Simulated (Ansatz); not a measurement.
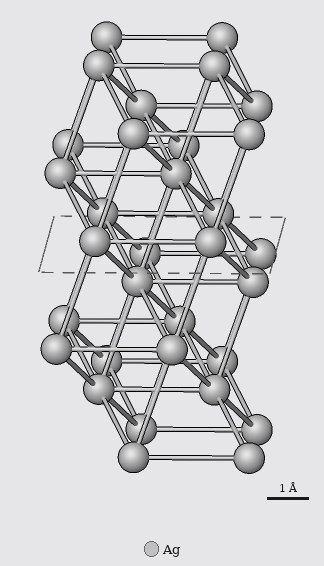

Energy scan for solid Ag (Im-3m), in which the crystal is pulled apart rigidly along the normal of the (−1 1 2) plane of the conventional cell, at a cut between a plane of Ag below and one of Ag above, 1.35 Å apart. One cut stands in each cell, which starts 9.5 Å high; nothing is relaxed, and the dashed outline marks the cut. The picture shows the perfect crystal around the cut (dashed). A ball-and-stick model of the layers on both sides of the cut, seen from the side, nearly along the cut plane.

Computed with Ansatz, DFT PBEsol, scalar-relativistic, plane waves, PAW. Settings: plane-wave cutoff 420 eV; k-point mesh 16 × 10 × 5; occupations gaussian; smearing width 0.15 eV; no spin polarisation. Energies (free energies at the smearing named) are counted from the cell as listed in its source, which wasn't relaxed.

Input
```yaml
crystal:
  lattice:
    - [-1.655654, 1.655654, -1.655654]
    - [-3.311308, -3.311308, 0.0]
    - [-1.655654, 4.966962, 8.27827]
  atoms:
    - { symbol: Ag, position: [0.7142857143, 0.5714285714, 0.1428571429] }
    - { symbol: Ag, position: [0.0, 0.0, 0.0] }
    - { symbol: Ag, position: [0.1428571429, 0.7142857143, 0.4285714286] }
    - { symbol: Ag, position: [0.4285714286, 0.1428571429, 0.2857142857] }
    - { symbol: Ag, position: [0.5714285714, 0.8571428571, 0.7142857143] }
    - { symbol: Ag, position: [0.8571428571, 0.2857142857, 0.5714285714] }
    - { symbol: Ag, position: [0.2857142857, 0.4285714286, 0.8571428571] }
basis:
  ecutwfc: 420
kpoints:
  mp_grid: { grid: [16, 10, 5] }
hamiltonian:
  xc: pbesol
scf:
  occupations: { method: gaussian, width: 0.15 }
output:
  forces: true
  stress: true
  eigenvalues: true
```

Launched with:
```bash
ansatz run input.yaml --threads 2 --pin off --max-ram 5120MiB --backend cpu --events-out ev --progress --plain --runs-dir out
```

**Predict the energy profile (the opening: −0.30, −0.15, 0.00, 0.25, 0.50, 0.75, 1.00, 1.50, 2.00, 3.00, 4.50, 6.00 Å).**

| opening (Å) | ΔE per area (J/m²) |
| --- | --- |
| −0.30 | 0.082 |
| −0.15 | −0.051 |
| 0.00 | 0.000 |
| 0.25 | 0.276 |
| 0.50 | 0.631 |
| 0.75 | 0.978 |
| 1.00 | 1.285 |
| 1.50 | 1.756 |
| 2.00 | 2.051 |
| 3.00 | 2.300 |
| 4.50 | 2.363 |
| 6.00 | 2.368 |

At the widest opening, 6.00 Å, the energy has risen by 2.368 J/m², where the curve has levelled off: this is the ideal work of separation, the sum of the two unrelaxed surface energies of a slab 9.5 Å thick. The steepest rise lies between 0.25 Å and 0.50 Å, with a mean traction of about 14 GPa. Pressing the cut together by 0.30 Å costs 0.082 J/m².

The computed profile:

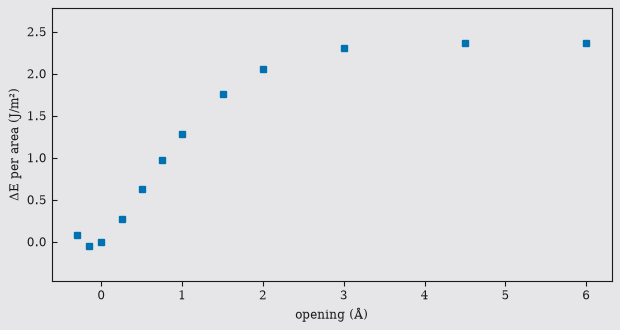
